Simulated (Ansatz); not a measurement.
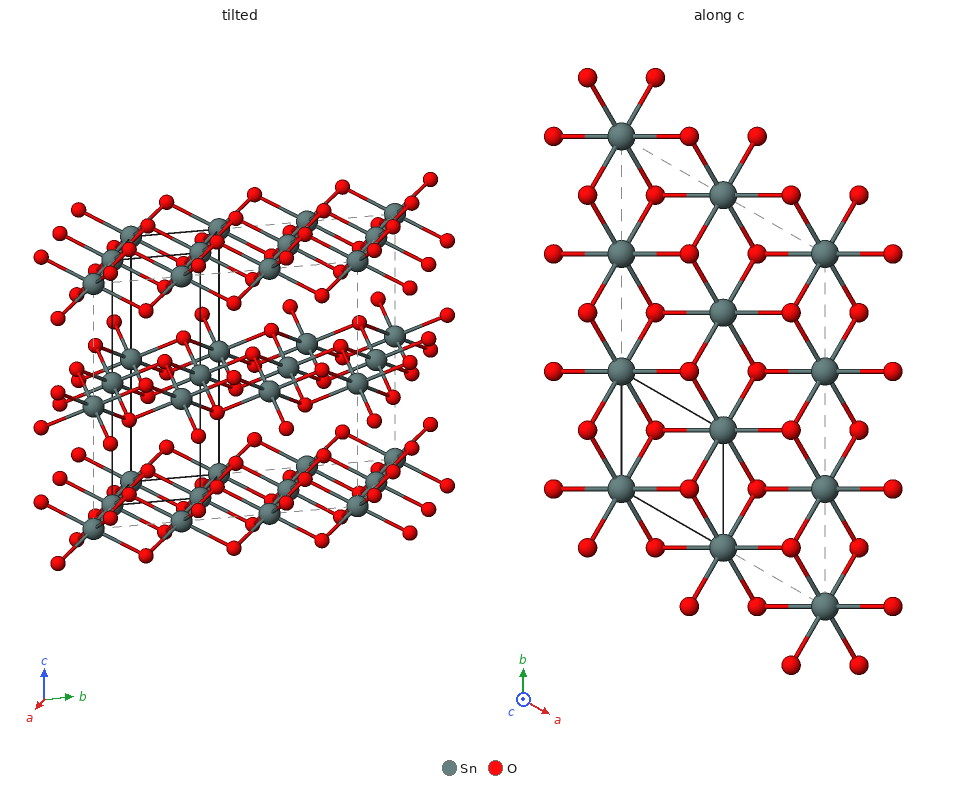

A ball-and-stick rendering, viewed slightly off an axis and along the c axis. Solid lines give the conventional unit cell, repeated here 2×3×1 times. A few atoms beyond the faces are included. Cell: a = 3.212 Å, b = 3.212 Å, c = 8.791 Å, α = 90.00°, β = 90.00°, γ = 120.00°.

In words:

Chemical formula SnO$_{2}$. It is primitive hexagonal, space group P6_3/mmc (No. 194). One cell contains 2 Sn, 4 O, 6 atoms in all. The neighbours of Sn are six O in a distorted octahedral arrangement at about 2.0 Å. O bonds to three Sn in a trigonal pyramidal arrangement at about 2.0 Å. The bonds build SnO2 layers parallel to (001).

The initial geometry was a structure listed in the Materials Project. The cell was then strained or its atoms displaced on purpose. It was run through Ansatz as a DFT input.

At this level of theory the cell isn't at rest (compressed, at 18 GPa and forces up to 1.9 eV/Å), so its distances can differ from those at equilibrium, the more so the softer the solid.
